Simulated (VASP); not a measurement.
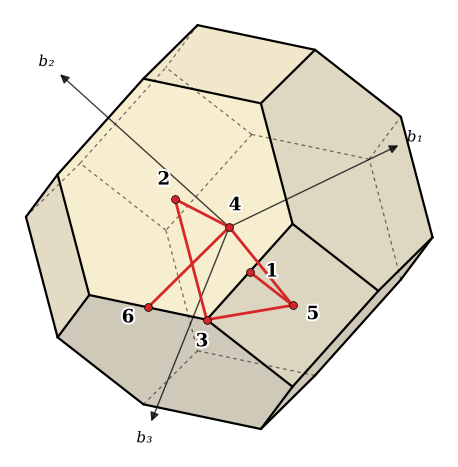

Crystal: BN, coordinates from a relaxation with VASP 6.6.1, VASP Kohn-Sham DFT of a periodic cell, optB86b-vdW, VASP PAW PBE potentials, recommended. The first Brillouin zone of a face-centred cubic lattice (cF; extended symbol cF2) is drawn with its special points numbered. All values are computed from the atomic coordinates in the standard setting (tolerance 0.002 Å).

a = 3.620 Å, b = 3.620 Å, c = 3.620 Å, α = 90.00°, β = 90.00°, γ = 90.00°.

Labels and path follow the convention of Hinuma et al. (2017), as computed by seekpath; the arrows show the directions of the reciprocal primitive vectors b₁, b₂, b₃, in which coordinates are given.

### Give the label and coordinates of each numbered point.

```json
{"no.": "1", "label": "U", "coordinates": "(5/8, 1/4, 5/8)"}
{"no.": "2", "label": "L", "coordinates": "(1/2, 1/2, 1/2)"}
{"no.": "3", "label": "W", "coordinates": "(1/2, 1/4, 3/4)"}
{"no.": "4", "label": "Γ", "coordinates": "(0, 0, 0)"}
{"no.": "5", "label": "X", "coordinates": "(1/2, 0, 1/2)"}
{"no.": "6", "label": "K", "coordinates": "(3/8, 3/8, 3/4)"}
```
